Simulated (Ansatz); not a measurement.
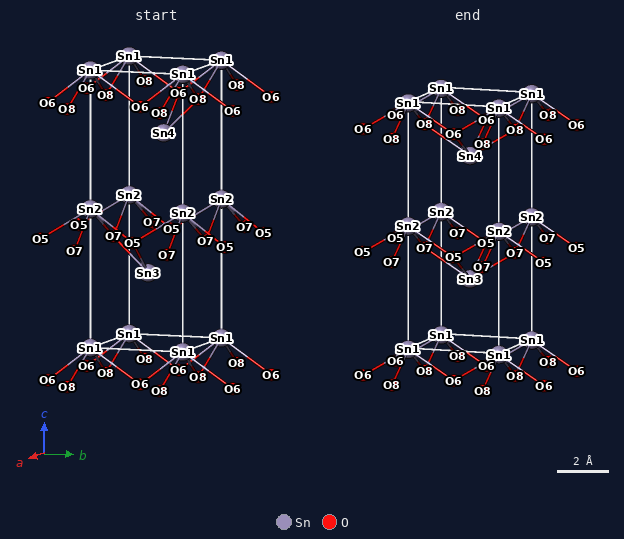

The structure of crystalline SnO (built on the database_36 type) (coarse preliminary run) before (left) and after (right) a relaxation, at one scale.

A ball-and-stick model of the cell of the calculation, seen slightly off an axis.

Case: structure reported for this formula (Cmc2_1, No. 36).

Level of theory: DFT r2SCAN, scalar-relativistic, plane waves, PAW in Ansatz. (plane-wave cutoff 500 eV; k-point mesh 4 × 4 × 2; occupations gaussian; smearing width 0.1 eV; no spin polarisation; cell and atoms relaxed; force threshold 0.04 eV/Å; at most 70 steps)

Describe what moved and what it gained.

The largest moves relative to the cell, 0.38 Å, are those of O5, O6, O7 and O8. O6 goes along [−1 −1 0]. Largest moves by element: O 0.38 Å, Sn 0.33 Å. Cell: a = b 3.799 → 3.808 Å (+0.2 %), c 11.120 → 9.872 Å (−11.2 %), γ 97.7° → 90.0°. Volume −10.0 %. Among the contacts that change: O5–O7 1.800 → 2.692 Å, Sn3–O5 2.765 → 2.223 Å, Sn1–O6 2.527 → 2.223 Å, Sn3–O5 (another image) 1.992 → 2.223 Å. New bonds form: Sn3–O5 (2.77 → 2.22 Å), Sn3–O7 (2.77 → 2.22 Å), Sn4–O6 (2.77 → 2.22 Å), Sn4–O8 (2.77 → 2.22 Å). Among the angles between lasting bonds that change: Sn1–O6–Sn4 127.7° → 105.5°, Sn1–O6–Sn1 108.3° → 117.8°, O5–Sn2–O5 108.3° → 117.8°. The space group (tolerance 0.01 Å) goes from Cmc2_1 (No. 36) to Cmce (No. 64). After 5 accepted moves (6 points after the start) the energy has fallen by 1027 meV per atom. Largest force component: 9.3 eV/Å at the start, 0.0082 eV/Å at the end. The pressure goes from 7.06 to 0.04 GPa. The SCF was repeated once at an unchanged geometry on a basis and grid sized afresh for the cell, which shifted the energy by 0.5 meV per atom at most. The run took 85 s on 4 threads of Arm Neoverse N1, with other jobs on the host, peak memory 0.78 GiB.
